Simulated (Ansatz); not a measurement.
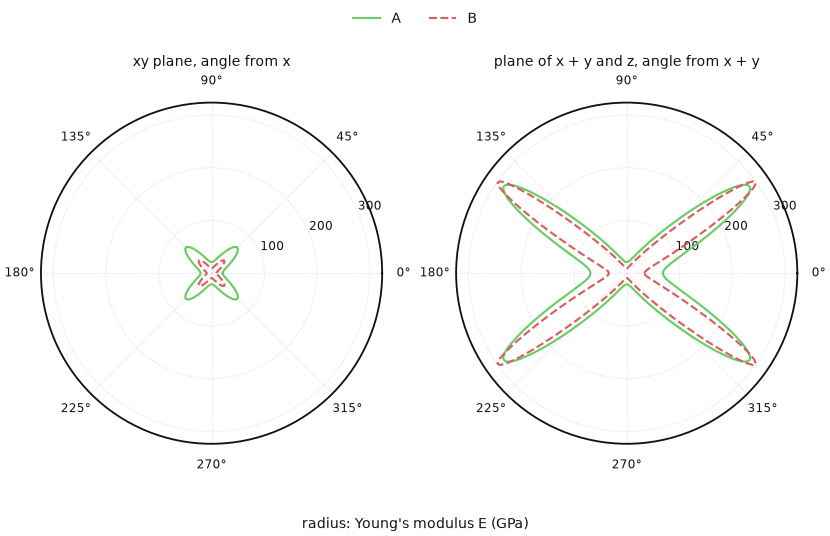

The figure compares two calculations of the directional Young's modulus. The first is for AlCu₃, space group Fm-3m (No. 225).

Cell as given: a = 4.031 Å, b = 4.031 Å, c = 4.031 Å, α = 60.00°, β = 60.00°, γ = 60.00°; 4 atoms.

Method: elastic stress-strain coefficients at zero temperature from small strains of the given cell, Voigt order xx yy zz yz xz xy, Cartesian axes of the cell vectors; plane waves with PAW datasets, Γ-centred k mesh (Ansatz 0.2.0). Level: LDA, no spin polarisation.

- wave cutoff: 420 eV
- k mesh: 12×12×12
- occupations: Fermi–Dirac
- smearing width: 0.15 eV
- ions: relaxed
- strain amplitude: 0.005

In the second, the level changes from LDA to r2SCAN, and the cell is that level's own (12.08 against 11.57 Å³/atom). The second calculation uses wave cutoff 500.0 eV.

Question: Which of A and B is the second calculation, and what did the change do?

Answer: A. The bulk modulus falls from 166.3 to 150.5 GPa (−10 %), the shear modulus rises from 41.8 to 45.7 GPa (+9.3 %), the least Young's modulus over all directions rises from 9.2 to 21.0 GPa (+128 %) and the largest falls from 299.5 to 285.4 GPa (−4.7 %).

For both, limits of the calculation: metal sensitive to the k mesh.
